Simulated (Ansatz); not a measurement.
Mo

Input file:

```
crystal:
  lattice:
    - [2.59194801, 0.0, 0.0]
    - [0.0, 2.59194801, 0.0]
    - [0.0, 0.0, 2.59194801]
  atoms:
    - { symbol: Mo, position: [0.0, 0.0, 0.0] }
hamiltonian:
  xc: r2scan
  pseudopotentials:
    kind: paw
    azcp:
      Mo: "pseudopotentials/Mo.paw.azcp"
basis:
  ecutwfc: 500
  fft_grid_basis: typed
kpoints:
  mp_grid: { grid: [6, 6, 6], shift: [0, 0, 0] }
magnetization:
  spin_polarized: false
scf:
  occupations: { method: fermi_dirac, width: 0.1 }
output:
  write_density: true
  write_potential: true
  elf: true
  volumetric_format: npy
```

Launched as:

```sh
ansatz run input.yaml --threads 4 --pin off --max-ram 8192MiB --backend cpu --events-out ev --progress --plain --runs-dir out
```

Below, planes, directions and counts refer to the conventional cell (a = 2.59 Å, b = 2.59 Å, c = 2.59 Å, α = 90.00°, β = 90.00°, γ = 90.00°).

Space group Pm-3m; set up as Mo, simple cubic; a generated structure, not necessarily the stable one; computed without spin polarisation.

Computed with Ansatz, DFT, r2SCAN, plane waves (500 eV) with PAW, scalar-relativistic.

Q: What can the converged valence pseudo-density and electron localisation function tell about the bonding?

A: Mo–Mo (2.59 Å): ρ is about 0.5 e/Å³ halfway; the ELF is about 0.35 at the midpoint.

Q: Does the calculation give a band gap?

A: It is gapless in this calculation (a metal or semimetal).

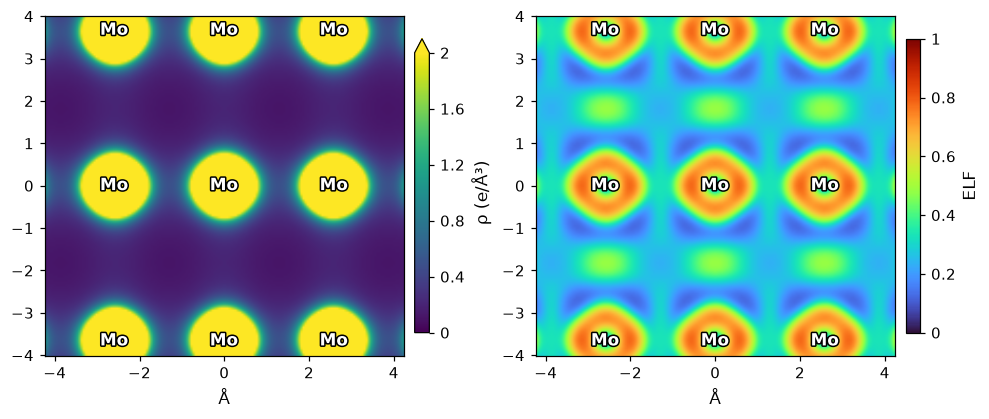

Computed valence pseudo-density and electron localisation function on the (110) plane of the conventional cell, in this order. 

In a PAW calculation such maps are meaningful between the atoms, not at the nuclei.
